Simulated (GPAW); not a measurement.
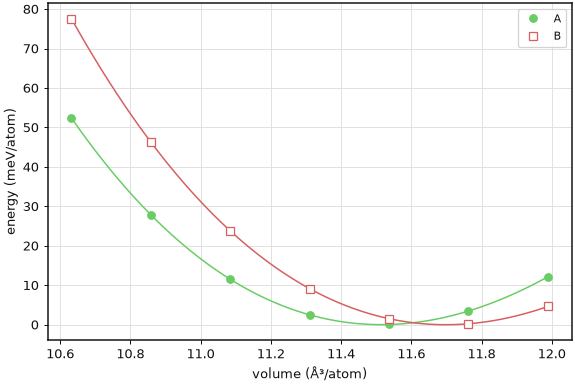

The figure compares two calculations of the energy against volume, each curve from its own zero. The first is for GaN, space group P6_3mc (No. 186).

The cell holds 4 atoms.

How it was computed, with GPAW 26.7.0: PAW DFT in plane waves, on a grid or in atomic orbitals, no spin polarisation; energies at scaled volumes of the given cell, shape and fractions fixed, counted from the fit's minimum, third-order Birch-Murnaghan fit. Level: r2SCAN.

| setting | value |
| --- | --- |
| k mesh | 8×8×4 |
| occupations | Fermi–Dirac |
| smearing width | 0.05 eV |
| potentials | GPAW PAW data sets (gpaw data 1.2.1) |
| wave cutoff | 800 eV |
| program settings | basis pw |

In the second, the level changes from r2SCAN to LDA.

Which of A and B is the second calculation, and what did the change do?

A. The equilibrium volume falls from 11.70 to 11.51 Å³/atom (−1.6 %) and the bulk modulus hardly changes (214 and 214 GPa).

For r2SCAN, limits of the calculation: shape and atomic fractions are frozen while scaling, which makes layered, chain and framework solids too stiff.

For LDA, limits of the calculation: shape and atomic fractions are frozen while scaling, which makes layered, chain and framework solids too stiff.

V0 and the bulk modulus come from third-order Birch–Murnaghan fits.
